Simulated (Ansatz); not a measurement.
TiAl₃. A set of calculations on one system.

Space group I4/mmm; the calculation finds a residual pressure of about 2 GPa at this fixed cell. The cell comes from a database of computed structures, not from a measurement.

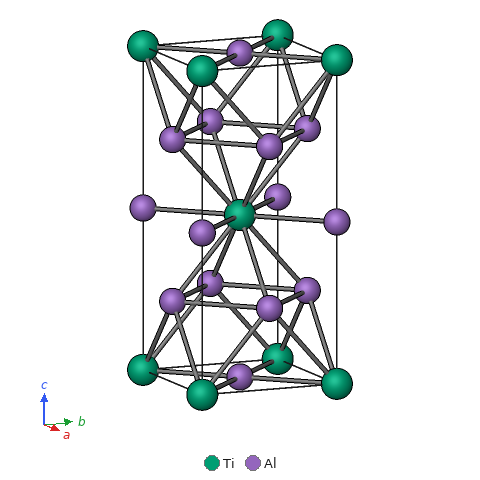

The conventional cell.

The calculation's input:

```
crystal:
  lattice:
    - [3.8222135426, 0.0, 0.0]
    - [0.0, 3.8222135426, 0.0]
    - [-1.9111067713, -1.9111067713, 4.2806687947]
  atoms:
    - { symbol: Ti, position: [0.0, 0.0, 0.0] }
    - { symbol: Al, position: [0.5, 0.5, 0.0] }
    - { symbol: Al, position: [0.25, 0.75, 0.5] }
    - { symbol: Al, position: [0.75, 0.25, 0.5] }
basis:
  ecutwfc: 500
  fft_grid_basis: typed
kpoints:
  mp_grid: { grid: [10, 10, 10] }
hamiltonian:
  xc: pbe
  pseudopotentials: { kind: paw }
scf:
  occupations: { method: gaussian, width: 0.05 }
output:
  forces: true
  stress: true
  eigenvalues: true
  bader: true
  write_density: true
  volumetric_format: npy
  elf: true
```

Launched as:

```sh
ansatz run input.yaml --threads 2 --pin off --max-ram 4096MiB --backend cpu --events-out ev --progress --plain --runs-dir out
```

The picture shows the conventional cell (a = 3.82 Å, b = 3.82 Å, c = 8.56 Å, α = 90.00°, β = 90.00°, γ = 90.00°).

The calculation used Ansatz 0.2.0, DFT PBE, scalar-relativistic, plane waves, PAW.

Core electrons are frozen (PAW), so the maps are meaningful between the atoms, not at the nuclei.

## 1. Bonding charge

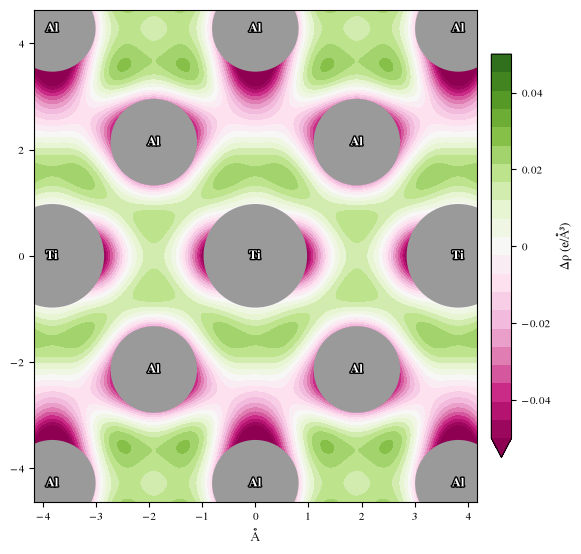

Deformation density (self-consistent density less superposed neutral spherical atoms): a map on the (010) plane of the conventional cell, with grey discs over the atomic cores. Cores are masked to 1.0 Å (Ti) and 0.8 Å (Al).

> Describe the bonding charge.

Al–Al (2.70 Å): Δρ is +0.02 e/Å³ at the midpoint (this contact isn't in the plane drawn). Al–Ti (2.70 Å): Δρ is +0.017 e/Å³ at the midpoint (this contact isn't in the plane drawn). Over the whole cell, outside the masked cores, the largest gain, 0.03 e/Å³, lies 1.6 Å from an aluminium nucleus and 1.8 Å from a titanium one, and the largest loss, 0.06 e/Å³, lies 0.9 Å from an aluminium nucleus. In all about 0.16 e an atom is rearranged against the free atoms.

## 2. States by energy

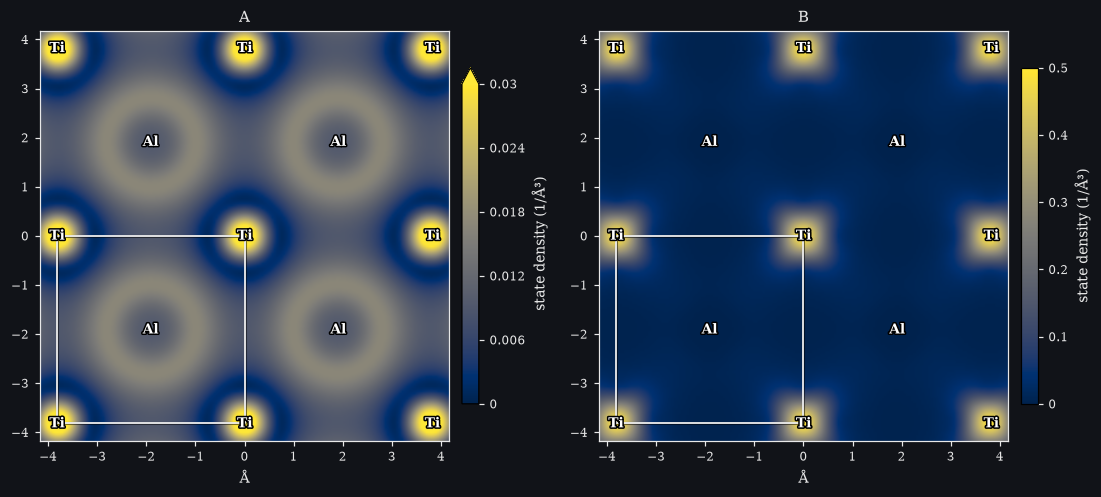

TiAl₃: densities of the states in two energy windows, on the (001) plane of the conventional cell.

> The windows, about the Fermi level, are −10.1 to −6.8 eV and 0.0 to +1.2 eV. Which panel shows which?

Panel A: −10.1 to −6.8 eV, the lower third of the occupied valence band, mainly Al 3p (45 %), Al 3s (40 %) and Ti 4s (10 %).
Panel B: 0.0 to +1.2 eV, the empty states just over the Fermi level, mainly Ti 3d (75 %) and Al 3p (20 %).
The characters are Löwdin shares on a minimal set of atomic orbitals. At the bottom of an sp band the diffuse p orbitals of such a set take a share of s-like charge between the atoms, so the p share there is overstated.

## 3. Change of volume

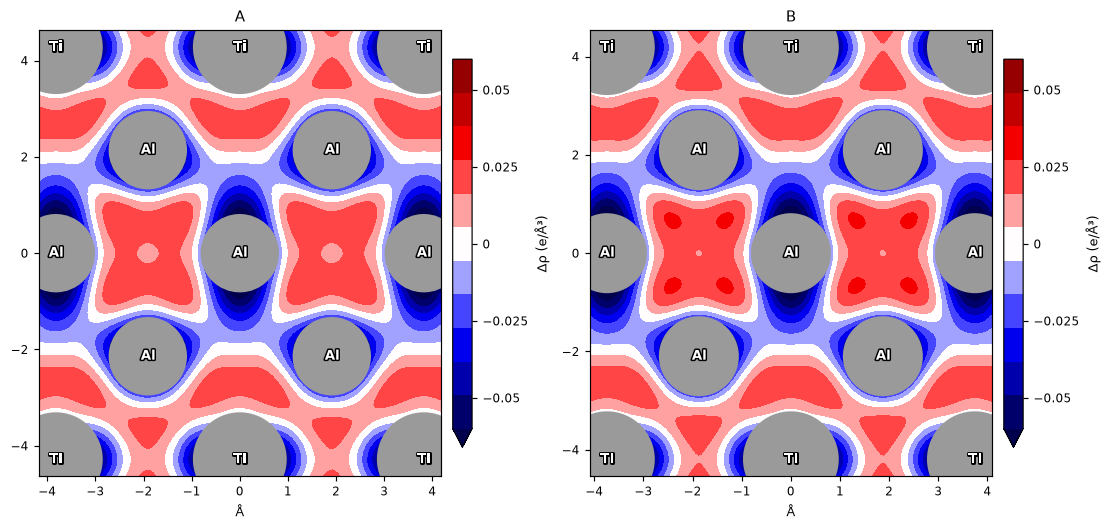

TiAl₃: deformation density on the (100) plane of the conventional cell at two volumes, with the same fractional coordinates and one colour scale. Grey discs cover the cores. Panel B has 94 % of the volume of panel A.

> What changes between the database cell and the scaled one?

The pressure is 2 GPa in A and 10 GPa in B. The rearranged charge is 0.16 e an atom in A and 0.16 e in B.

## 4. Moving an atom

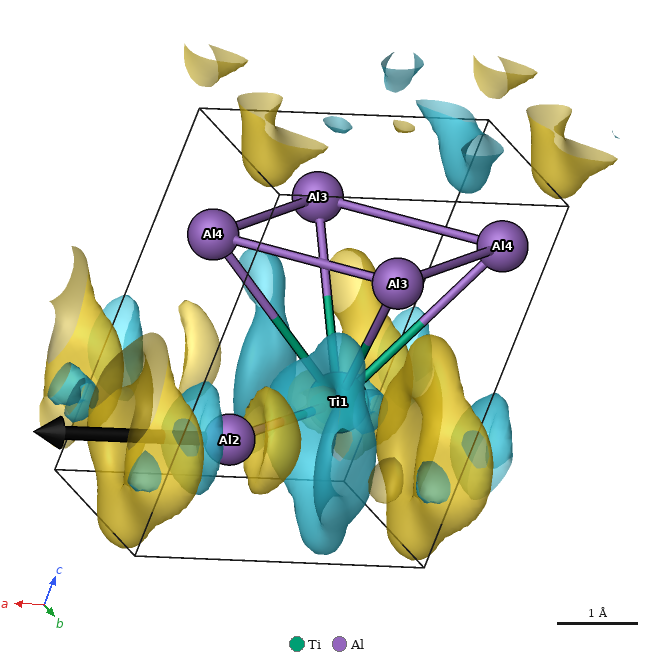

Al2 was moved by 0.05 Å along [1 0 0] in the axes of the cell drawn (arrow, not to scale). Change of the density less the rigid motion of the neutral atom's own density: yellow surfaces at +0.002 and cyan ones at −0.002 e/Å³, in the cell of the calculation (origin moved) seen at an oblique angle.

> Describe the electronic response.

About 0.02 e is rearranged in the cell. Outside the cores the largest gain, 0.003 e/Å³, lies 1.1 Å from a titanium nucleus and 1.6 Å from an aluminium one, and the largest loss lies there too, on other sides.

> How much does the computed force on the atom change?

The force on it changes by 0.43 eV/Å along the move, against it: a stiffness of about 8.6 eV/Å² for this sublattice shift.

## 5. Putting it together

The two pressures give a mean stiffness −ΔP/Δln V of about 129 GPa over this range, with the atoms held at their fractional positions.
